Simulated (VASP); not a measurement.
## Geometry relaxation, with input and output: GaN (part 1 of 3)

- system: GaN (P6₃mc, 4 atoms in the cell)
- method: Kohn-Sham DFT of a periodic cell, PBE, VASP PAW PBE potentials, recommended, no spin polarisation (VASP 6.6.1)

The structure derives from an entry of the Crystallography Open Database.

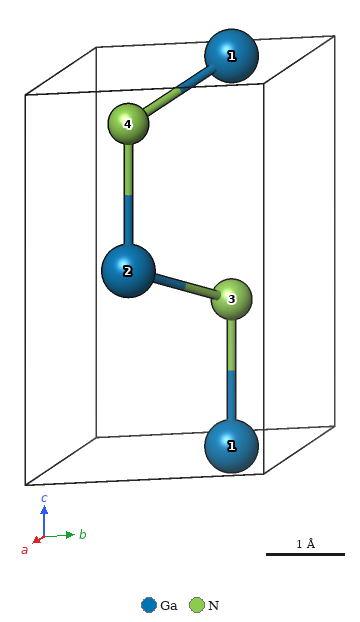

Figure 1. The structure as given in the input (ball-and-stick view of the cell of the calculation, seen slightly off an axis; atoms are numbered from 1 in the order of the input). Near neighbours in the crystal (not all of them lie inside the picture): Ga has 4 N at 1.94 Å; N has 4 Ga at 1.94 Å.

## INCAR
```
PREC = Accurate
ENCUT = 350
EDIFF = 1E-7
ISMEAR = 0
SIGMA = 0.02
LREAL = False
LASPH = True
NELM = 60
ALGO = Fast
ISIF = 3
LWAVE = False
LCHARG = False
GGA = PE
IBRION = 2
NSW = 80
EDIFFG = -0.002
```

## KPOINTS
```
regular mesh
0
Gamma
  12 12 6
```

## POSCAR
```
GaN                                     
1.0
    3.1697621297     -0.0000000000     -0.0000000000
   -1.5848810648      2.7450945243      0.0000000000
   -0.0000000000      0.0000000000      5.1631297082
  Ga              N             
     2     2
Direct
     0.3333333300000021    0.6666666699999979    0.9991978730707426
     0.6666666699999979    0.3333333300000021    0.4991978730707425
     0.3333333300000021    0.6666666699999979    0.3758021269292575
     0.6666666699999979    0.3333333300000021    0.8758021269292574
```

Run as:
```bash
cat potpaw_PBE.64/Ga_d/POTCAR potpaw_PBE.64/N/POTCAR > POTCAR
mpirun -np 1 vasp_std > vasp.out
```

## OSZICAR
```
N       E                     dE             d eps       ncg     rms          rms(c)
DAV:   1     0.229973919093E+03    0.22997E+03   -0.14816E+04  3554   0.244E+03
DAV:   2    -0.125565044614E+00   -0.23010E+03   -0.22384E+03  3700   0.437E+02
DAV:   3    -0.272285613198E+02   -0.27103E+02   -0.26770E+02  3932   0.134E+02
DAV:   4    -0.281288468242E+02   -0.90029E+00   -0.89817E+00  4628   0.262E+01
DAV:   5    -0.281441906868E+02   -0.15344E-01   -0.15340E-01  3750   0.290E+00    0.107E+01
RMM:   6    -0.240800650750E+02    0.40641E+01   -0.12090E+01  3948   0.194E+01    0.348E+00
RMM:   7    -0.242525520690E+02   -0.17249E+00   -0.26532E+00  4126   0.924E+00    0.268E+00
RMM:   8    -0.242466669260E+02    0.58851E-02   -0.23682E-01  3867   0.373E+00    0.596E-01
RMM:   9    -0.242407457108E+02    0.59212E-02   -0.81967E-02  4925   0.162E+00    0.285E-01
RMM:  10    -0.242450844809E+02   -0.43388E-02   -0.54291E-02  3992   0.116E+00    0.362E-01
RMM:  11    -0.242420519611E+02    0.30325E-02   -0.99441E-03  4101   0.840E-01    0.401E-02
RMM:  12    -0.242421841101E+02   -0.13215E-03   -0.13082E-03  4365   0.250E-01    0.163E-02
RMM:  13    -0.242422107819E+02   -0.26672E-04   -0.27385E-04  4969   0.108E-01    0.118E-02
RMM:  14    -0.242422242957E+02   -0.13514E-04   -0.11376E-04  3974   0.566E-02    0.125E-02
RMM:  15    -0.242422189354E+02    0.53603E-05   -0.33394E-05  4210   0.353E-02    0.111E-03
RMM:  16    -0.242422196663E+02   -0.73087E-06   -0.77920E-06  4021   0.151E-02    0.203E-03
RMM:  17    -0.242422197630E+02   -0.96732E-07   -0.16633E-06  3102   0.847E-03    0.679E-04
RMM:  18    -0.242422198210E+02   -0.57948E-07   -0.61403E-07  2696   0.477E-03
   1 F= -.24242220E+02 E0= -.24242220E+02  d E =-.242422E+02
       N       E                     dE             d eps       ncg     rms          rms(c)
DAV:   1    -0.242434899706E+02   -0.12702E-02   -0.19800E-02  3950   0.324E+00    0.223E-01
RMM:   2    -0.242425032939E+02    0.98668E-03   -0.24622E-03  4061   0.601E-01    0.109E-01
RMM:   3    -0.242422185973E+02    0.28470E-03   -0.73656E-04  3878   0.308E-01    0.182E-02
RMM:   4    -0.242422106833E+02    0.79140E-05   -0.89472E-05  4282   0.863E-02    0.131E-02
RMM:   5    -0.242422002725E+02    0.10411E-04   -0.28373E-05  4227   0.518E-02    0.509E-03
RMM:   6    -0.242421996842E+02    0.58829E-06   -0.47966E-06  4314   0.218E-02    0.230E-03
RMM:   7    -0.242422004468E+02   -0.76261E-06   -0.50213E-06  3577   0.125E-02    0.412E-03
RMM:   8    -0.242421997374E+02    0.70933E-06   -0.18775E-06  3121   0.943E-03    0.446E-04
RMM:   9    -0.242421997489E+02   -0.11500E-07   -0.51495E-07  2760   0.465E-03
   2 F= -.24242200E+02 E0= -.24242200E+02  d E =0.200720E-04
       N       E                     dE             d eps       ncg     rms          rms(c)
DAV:   1    -0.242426550231E+02   -0.45529E-03   -0.61279E-03  4016   0.181E+00    0.124E-01
RMM:   2    -0.242423486298E+02    0.30639E-03   -0.74942E-04  4069   0.332E-01    0.608E-02
RMM:   3    -0.242422574294E+02    0.91200E-04   -0.23423E-04  3878   0.175E-01    0.989E-03
RMM:   4    -0.242422543647E+02    0.30647E-05   -0.27662E-05  4254   0.484E-02    0.724E-03
RMM:   5    -0.242422510022E+02    0.33625E-05   -0.88348E-06  4222   0.291E-02    0.275E-03
RMM:   6    -0.242422507339E+02    0.26832E-06   -0.14586E-06  3873   0.124E-02    0.127E-03
RMM:   7    -0.242422509041E+02   -0.17023E-06   -0.17080E-06  3198   0.768E-03    0.247E-03
RMM:   8    -0.242422507514E+02    0.15271E-06   -0.73298E-07  2927   0.619E-03    0.262E-04
RMM:   9    -0.242422507831E+02   -0.31718E-07   -0.13549E-07  2086   0.293E-03
   3 F= -.24242251E+02 E0= -.24242251E+02  d E =-.309622E-04
       N       E                     dE             d eps       ncg     rms          rms(c)
DAV:   1    -0.242422509116E+02   -0.16020E-06   -0.16195E-06  4104   0.298E-02    0.199E-03
RMM:   2    -0.242422508322E+02    0.79392E-07   -0.20430E-07  2015   0.539E-03
   4 F= -.24242251E+02 E0= -.24242251E+02  d E =-.310113E-04
       N       E                     dE             d eps       ncg     rms          rms(c)
DAV:   1    -0.242423045719E+02   -0.53660E-04   -0.91310E-04  4046   0.700E-01    0.484E-02
RMM:   2    -0.242422581928E+02    0.46379E-04   -0.11378E-04  4067   0.129E-01    0.237E-02
RMM:   3    -0.242422439961E+02    0.14197E-04   -0.35489E-05  3868   0.678E-02    0.386E-03
RMM:   4    -0.242422434496E+02    0.54651E-06   -0.43311E-06  4216   0.191E-02    0.282E-03
RMM:   5    -0.242422429337E+02    0.51593E-06   -0.13667E-06  3879   0.115E-02    0.106E-03
RMM:   6    -0.242422428755E+02    0.58159E-07   -0.23440E-07  2524   0.520E-03
   5 F= -.24242243E+02 E0= -.24242243E+02  d E =-.230546E-04
       N       E                     dE             d eps       ncg     rms          rms(c)
DAV:   1    -0.242423035991E+02   -0.60665E-04   -0.81188E-04  4118   0.653E-01    0.454E-02
RMM:   2    -0.242422627642E+02    0.40835E-04   -0.98883E-05  4066   0.120E-01    0.221E-02
RMM:   3    -0.242422514330E+02    0.11331E-04   -0.32208E-05  3882   0.639E-02    0.370E-03
RMM:   4    -0.242422512185E+02    0.21450E-06   -0.37251E-06  4165   0.174E-02    0.280E-03
RMM:   5    -0.242422507539E+02    0.46454E-06   -0.14826E-06  3868   0.115E-02    0.129E-03
RMM:   6    -0.242422507258E+02    0.28163E-07   -0.22629E-07  2547   0.514E-03
   6 F= -.24242251E+02 E0= -.24242251E+02  d E =-.309048E-04
       N       E                     dE             d eps       ncg     rms          rms(c)
DAV:   1    -0.242422541278E+02   -0.33738E-05   -0.18335E-04  3732   0.111E-01    0.976E-03
RMM:   2    -0.242422527741E+02    0.13537E-05   -0.55634E-06  4038   0.283E-02    0.562E-03
RMM:   3    -0.242422519853E+02    0.78877E-06   -0.27073E-06  4013   0.137E-02    0.841E-04
RMM:   4    -0.242422520067E+02   -0.21396E-07   -0.43809E-07  2842   0.692E-03
   7 F= -.24242252E+02 E0= -.24242252E+02  d E =-.128091E-05
```

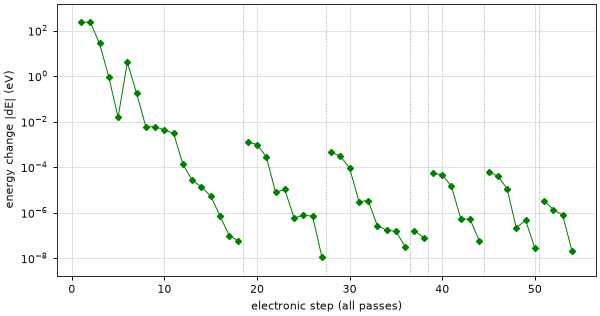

Figure 2. Convergence of the self-consistent field: energy change |dE| against the electronic step. Each stretch between dotted lines is the SCF of one geometry step of a relaxation. The 7 ionic steps take 2 to 18 electronic steps each. The density is held fixed in the first few steps, and dE rises again when its update begins.

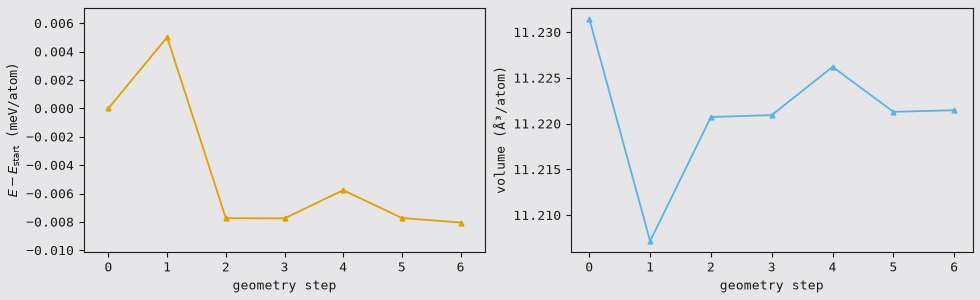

Figure 3. Progress of the relaxation, step by step (steps are counted from 0). The atoms keep their places relative to the cell (all moves are under 0.005 Å). The volume changes by −0.1 %, with a = b 3.170 → 3.169 Å (0.0 %), c stays at 5.163 Å. The space group stays P6_3mc (No. 186). Over 6 geometry steps the energy falls by next to nothing (0.0 meV per atom). The largest force component goes from 0.00028 to 0.0002 eV/Å. (Atoms are counted from 1 in the order of the input.)

## Parts of OUTCAR
```
PREC = Accurate
   ENCUT = 350
   EDIFF = 1E-7
   ISMEAR = 0
   LREAL = False
   LASPH = True
   NELM = 60
   ISIF = 3
   GGA = PE
   IBRION = 2
   NSW = 80
   EDIFFG = -0.002

 ion  position               nearest neighbor table
   1  0.333  0.667  0.999-   4 1.94   4 1.94   4 1.94   3 1.94
   2  0.667  0.333  0.499-   3 1.94   3 1.94   3 1.94   4 1.94
   3  0.333  0.667  0.376-   2 1.94   2 1.94   2 1.94   1 1.94
   4  0.667  0.333  0.876-   1 1.94   1 1.94   1 1.94   2 1.94

  LATTYP: Found a hexagonal cell.
 ALAT       =     3.1697621297
 C/A-ratio  =     1.6288697691

  Lattice vectors:

 A1 = (   3.1697621297,   0.0000000000,   0.0000000000)
 A2 = (  -1.5848810648,   2.7450945243,   0.0000000000)
 A3 = (   0.0000000000,   0.0000000000,   5.1631297082)

Analysis of symmetry for initial positions (statically):
=====================================================================
 Subroutine PRICEL returns:
 Original cell was already a primitive cell.

 Routine SETGRP: Setting up the symmetry group for a
 hexagonal supercell.

 Subroutine GETGRP returns: Found 12 space group operations
 (whereof  6 operations were pure point group operations)
 out of a pool of 24 trial point group operations.

The static configuration has the point symmetry C_3v.
 The point group associated with its full space group is C_6v.

Analysis of symmetry for dynamics (positions and initial velocities):
=====================================================================
 Subroutine PRICEL returns:
 Original cell was already a primitive cell.

 Routine SETGRP: Setting up the symmetry group for a
 hexagonal supercell.

 Subroutine GETGRP returns: Found 12 space group operations
 (whereof  6 operations were pure point group operations)
 out of a pool of 24 trial point group operations.

The dynamic configuration has the point symmetry C_3v.
 The point group associated with its full space group is C_6v.

 Subroutine INISYM returns: Found 12 space group operations
 (whereof  6 operations are pure point group operations),
 and found     1 'primitive' translations

----------------------------------------------------------------------------------------

                                     Primitive cell

  volume of cell :      44.9259

  direct lattice vectors                    reciprocal lattice vectors
     3.169762130  0.000000000  0.000000000     0.315481086  0.182143090  0.000000000
    -1.584881065  2.745094524  0.000000000     0.000000000  0.364286181  0.000000000
     0.000000000  0.000000000  5.163129708     0.000000000  0.000000000  0.193680976

  length of vectors
     3.169762130  3.169762126  5.163129708     0.364286180  0.364286181  0.193680976

  position of ions in fractional coordinates (direct lattice)
     0.333333330  0.666666670  0.999197873
     0.666666670  0.333333330  0.499197873
     0.333333330  0.666666670  0.375802127
     0.666666670  0.333333330  0.875802127

  ion indices of the primitive-cell ions
   primitive index   ion index
                 1           1
                 2           2
                 3           3
                 4           4

----------------------------------------------------------------------------------------

 KPOINTS: regular mesh

Automatic generation of k-mesh.
 Grid dimensions read from file:
 generate k-points for:   12   12    6

 Generating k-lattice:

  Cartesian coordinates                     Fractional coordinates (reciprocal lattice)
     0.026290091  0.015178591  0.000000000     0.083333333  0.000000000  0.000000000
     0.000000000  0.030357182  0.000000000     0.000000000  0.083333333  0.000000000
     0.000000000  0.000000000  0.032280163     0.000000000  0.000000000  0.166666667

  Length of vectors
     0.030357182  0.030357182  0.032280163

  Shift w.r.t. Gamma in fractional coordinates (k-lattice)
     0.000000000  0.000000000  0.000000000

 Subroutine IBZKPT returns following result:
 ===========================================

 Found     76 irreducible k-points:

 Following reciprocal coordinates:
            Coordinates               Weight
  0.000000  0.000000  0.000000      1.000000
  0.083333  0.000000  0.000000      6.000000
  0.166667  0.000000  0.000000      6.000000
  0.250000 -0.000000  0.000000      6.000000
  0.333333 -0.000000  0.000000      6.000000
  0.416667 -0.000000  0.000000      6.000000
  0.500000 -0.000000  0.000000      3.000000
  0.083333  0.083333  0.000000      6.000000
  0.166667  0.083333  0.000000     12.000000
  0.250000  0.083333  0.000000     12.000000
  0.333333  0.083333  0.000000     12.000000
  0.416667  0.083333  0.000000     12.000000
  0.166667  0.166667  0.000000      6.000000
  0.250000  0.166667  0.000000     12.000000
  0.333333  0.166667  0.000000     12.000000
  0.416667  0.166667  0.000000      6.000000
  0.250000  0.250000  0.000000      6.000000
  0.333333  0.250000  0.000000     12.000000
  0.333333  0.333333  0.000000      2.000000
  0.000000  0.000000  0.166667      2.000000
  0.083333  0.000000  0.166667     12.000000
  0.166667  0.000000  0.166667     12.000000
  0.250000 -0.000000  0.166667     12.000000
  0.333333 -0.000000  0.166667     12.000000
 [... further k-points ...]
```
